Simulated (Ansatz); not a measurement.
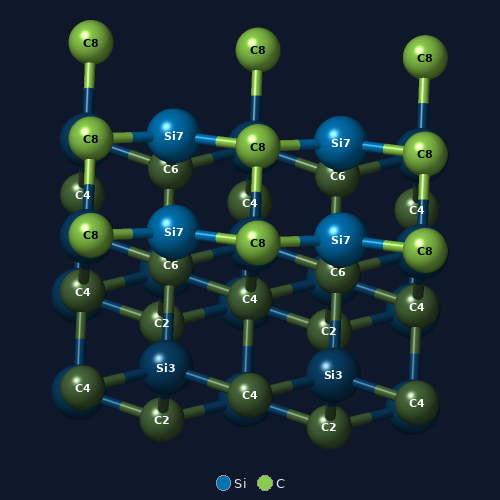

The system is C on a SiC(110) slab cut from the F-43m phase, its upper half relaxed before the scan (8 atoms of substrate and one adsorbate in a 1 × 1 cell); the picture shows it without the atoms that are moved over the map. C is moved over the surface cell; relaxed at each place: the height of the adsorbate's atoms; substrate rigid; the origin of the map has the adsorbate above C8. Places are given modulo a cell vector. The map is drawn in real space over the plane of the surface. Grid: 6 × 6 points; 24 points were computed and 12 follow by symmetry. All energies are given in eV relative to the lowest grid point. Energies and slopes of some neighbouring points disagree (a jump in structure or state, or too coarse a mesh). The relaxed height changes by up to 0.8 Å between neighbouring points. The magnetic moment jumps between some neighbouring points. With one adsorbate in each 1 × 1 cell, its nearest image is 3.1 Å away, so neighbouring adsorbates interact. All numbers below come from DFT PBE, scalar-relativistic, plane waves, PAW in Ansatz 0.2.0. Settings: cutoff 420 eV, k-mesh 9×6×1, gaussian smearing 0.05 eV, spin-polarised.

Range: position of C9 along the first surface vector from 0.000 to 0.833; position of C9 along the second surface vector from 0.000 to 0.833.

What will the energy surface look like?

Answer. The lowest grid point is at (0/6, 1/6) of the cell vectors [nearest 1 C at 1.37 Å]. The highest grid point, (3/6, 2/6) of the cell vectors [nearest 1 Si at 1.89 Å], lies 2.61 eV above the lowest. At the lowest point the adsorbate has 1 C at 1.37 Å as nearest neighbours, at the highest 1 Si at 1.89 Å. Its relaxed height above the top atom is 1.16 Å at the lowest and 1.55 Å at the highest point.

```csv
"second ↓, first →",0/6,1/6,2/6,3/6,4/6,5/6
5/6,0.91,1.18,1.47,2.44,1.47,1.18
4/6,0.78,1.28,2.03,2.55,2.03,1.28
3/6,2.02,2.22,2.44,2.47,2.44,2.22
2/6,0.37,1.48,2.32,2.61,2.32,1.48
1/6,0.00,0.38,1.80,2.26,1.80,0.38
0/6,0.87,0.90,1.39,2.05,1.39,0.90
```

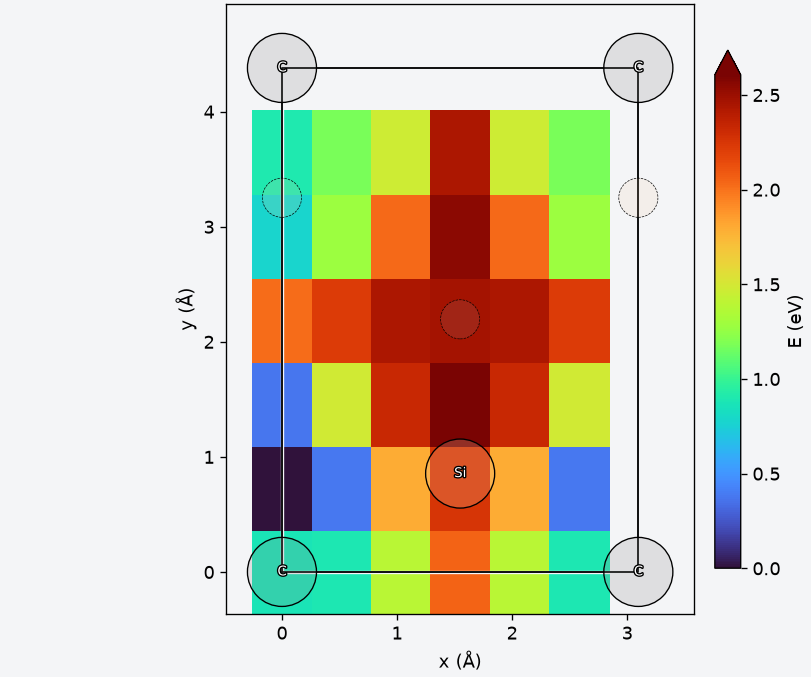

In the figure: one coloured cell a grid point, labelled circles for the atoms of the top layer and small ones for the second layer, the outline of one cell of the plane, one colour for all values above the top of the scale.

Each point was launched as `ansatz run input.yaml --threads 2 --pin off --max-ram 6144MiB --backend cpu --events-out ev --progress --plain --runs-dir out`. Time for the 24 points that were run: 19 min on 2 threads of AMD EPYC 9R45 96-Core Processor (Zen 5), on a shared host.

PAW datasets: the set soft_1.
